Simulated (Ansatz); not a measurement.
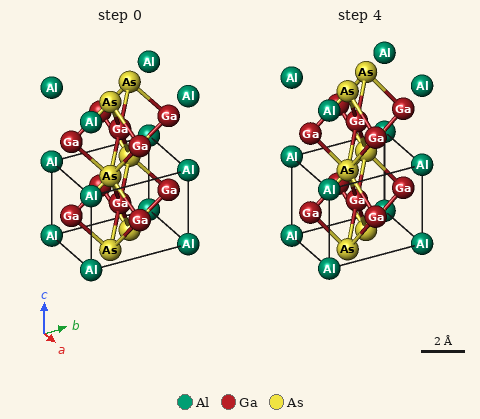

The structure of crystalline AlGa$_{3}$As$_{2}$ (a generated structure, set up in P6/mmm) before (left) and after (right) a relaxation, at one scale.

The picture is a ball-and-stick view of the cell of the calculation, repeated 1 × 1 × 2 with one cell outlined, seen slightly off an axis.

Level of theory: DFT PBE, scalar-relativistic, plane waves, PAW in Ansatz. Set-up: plane-wave cutoff 420 eV; k-point mesh 6 × 6 × 10; occupations gaussian; smearing width 0.1 eV; no spin polarisation; cell and atoms relaxed; force threshold 0.01 eV/Å; at most 80 steps.

Summarise the run.

Answer. Over 3 accepted moves (4 points after the start) the energy falls by 0.118 eV per cell of the calculation. All forces vanish by symmetry, so only the cell relaxes. The pressure goes from 0.03 to 0.01 GPa. At 1 point the geometry stayed and the basis and grid were re-selected for the new cell (energy shift of 0.3 meV per cell of the calculation at most each time). The atoms keep their places relative to the cell (all moves are under 0.005 Å). The drawn cell changes as follows: a = b 6.680 → 6.376 Å (−4.5 %), c 3.635 → 3.881 Å (+6.8 %); the volume changes by −2.7 %. Some distances before and after: As–Ga 2.650 → 2.675 Å. Bond angles that change, for instance: As–Ga–As 86.6° → 93.0°, Ga–As–Ga 86.6° → 93.0°, As–Ga–As 93.4° → 87.0°. The space group stays P6/mmm (No. 191).
